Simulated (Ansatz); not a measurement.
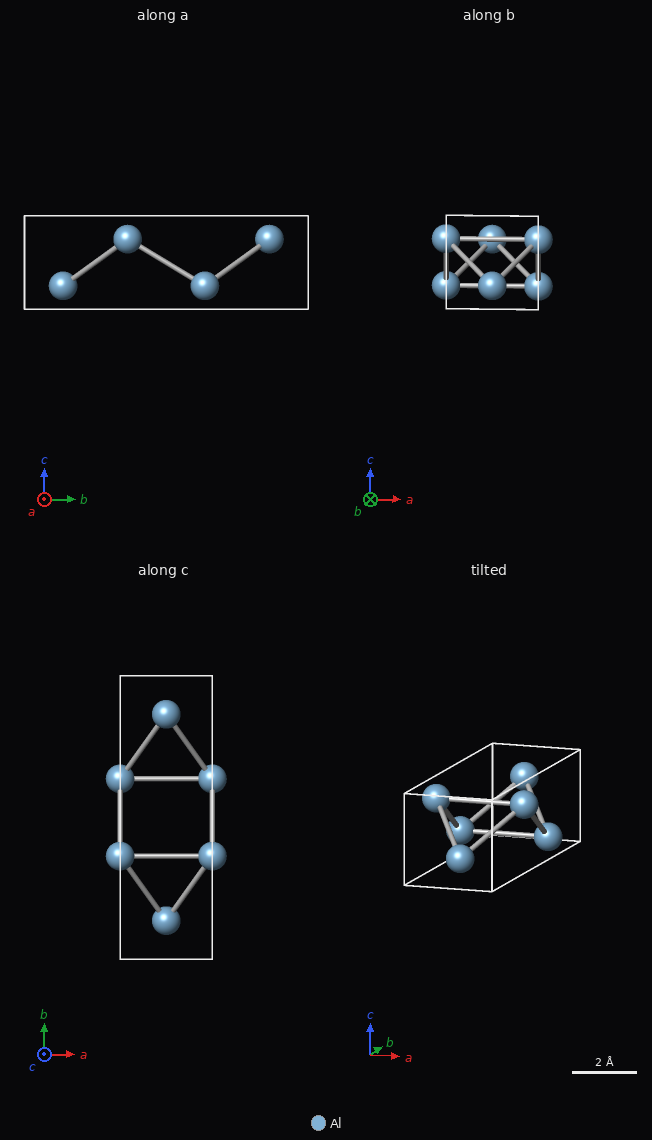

This ball-and-stick model is shown along the a axis, along the b axis, along the c axis and slightly off an axis. The lines enclose the drawn cell (a repeat of the simulation cell); boundary atoms appear with their images.

Lattice parameters: a = 2.9180 Å, b = 8.9648 Å, c = 2.9533 Å, α = 90.000°, β = 90.620°, γ = 90.000°.

### Convert the drawing into a CIF in P1 with every atom of the cell, with free fractional coordinates to two decimals.

```cif
data_structure
_symmetry_space_group_name_H-M 'P 1'
_symmetry_Int_Tables_number 1
_cell_length_a 2.9180
_cell_length_b 8.9648
_cell_length_c 2.9533
_cell_angle_alpha 90.000
_cell_angle_beta 90.620
_cell_angle_gamma 90.000
_cell_volume 77.25
loop_
_atom_site_label
_atom_site_type_symbol
_atom_site_fract_x
_atom_site_fract_y
_atom_site_fract_z
_atom_site_occupancy
Al1 Al 0.50 0.14 0.25 1
Al2 Al 0.50 0.86 0.75 1
Al3 Al 0.00 0.64 0.25 1
Al4 Al 0.00 0.36 0.75 1
```

It goes back to a structure type filled with this element by a generator (whether the element takes this form wasn't checked). Earlier steps of the study may have refined or changed the cell and positions. It went into a calculation with Ansatz.

At this level of theory the cell isn't at rest (stretched, at -7 GPa), so its distances can differ from those at equilibrium, the more so the softer the solid.
